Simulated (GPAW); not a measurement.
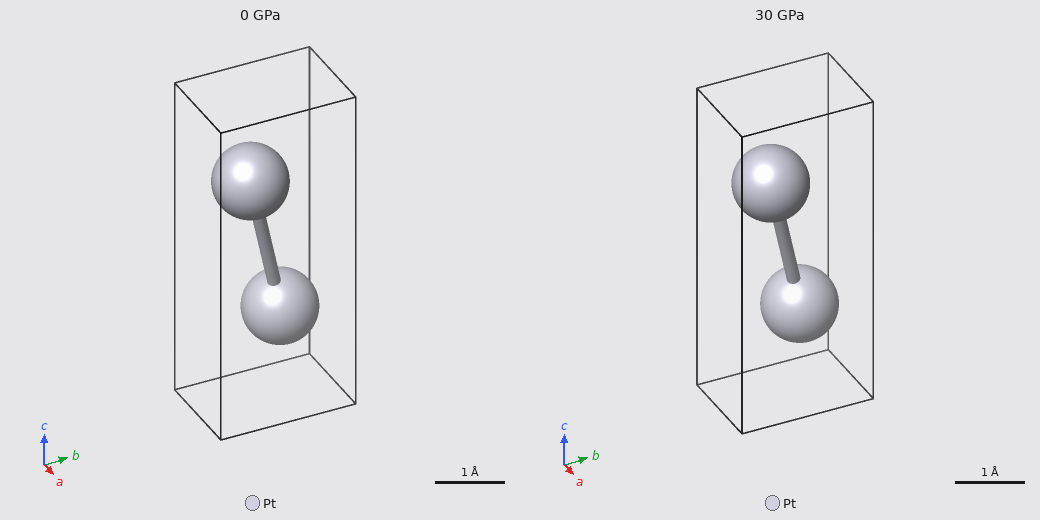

Pt, hexagonal close-packed (Mg type), space group P6₃/mmc (No. 194), relaxed (cell and atoms) under a series of hydrostatic pressures; the conventional cell is drawn at the lowest and the highest, to one scale (sticks follow a distance rule). The start was a structure listed in the Materials Project. This isn't the form of Pt at room conditions, which is fcc.

Alike in all runs: GPAW 26.7.0; functional PBEsol; potentials PAW data sets generated in the run's folder for this functional; cutoff 600 eV; k mesh 8 × 8 × 4 on the run's cell of 2 atoms; occupations fermi-dirac, width 0.05 eV; no spin polarisation; no spin-orbit coupling.

| pressure (GPa) | volume (Å³/atom) | a (Å) | c (Å) |
| --- | --- | --- | --- |
| 0.0 | 15.123 | 2.741 | 4.649 |
| 2.0 | 15.018 | 2.736 | 4.635 |
| 4.9 | 14.872 | 2.727 | 4.617 |
| 9.9 | 14.636 | 2.714 | 4.587 |
| 19.9 | ? | ? | ? |
| 29.9 | 13.883 | 2.671 | 4.495 |

### What equation of state do the given rows imply, and what volume does it predict for the missing row?

The fit gives V0 = 15.12 Å³/atom, B0 = 277 GPa and B0′ = 5.4, which puts the volume at 19.9 GPa at 14.23 Å³/atom. The run gave volume 14.231 Å³/atom; a 2.691 Å; c 4.538 Å.

### Which axis yields most up to 30 GPa?

The c axis: a −2.6 %, c −3.3 %, against −8.2 % in volume.

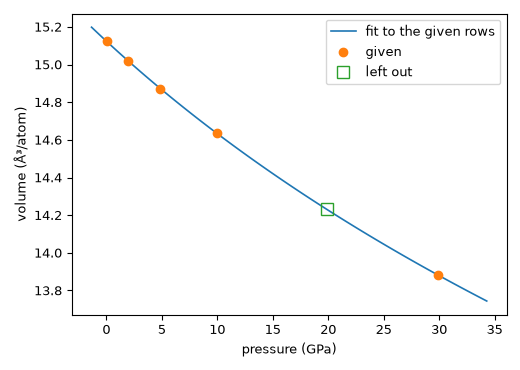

Volume against pressure, with the fit. The structure was kept in its own symmetry, so a change to another phase within this range wouldn't be seen.

Caveat: later steps reuse the first step's grids; spin-orbit coupling is left out, which matters for Pt, if less for volumes and forces than for levels.
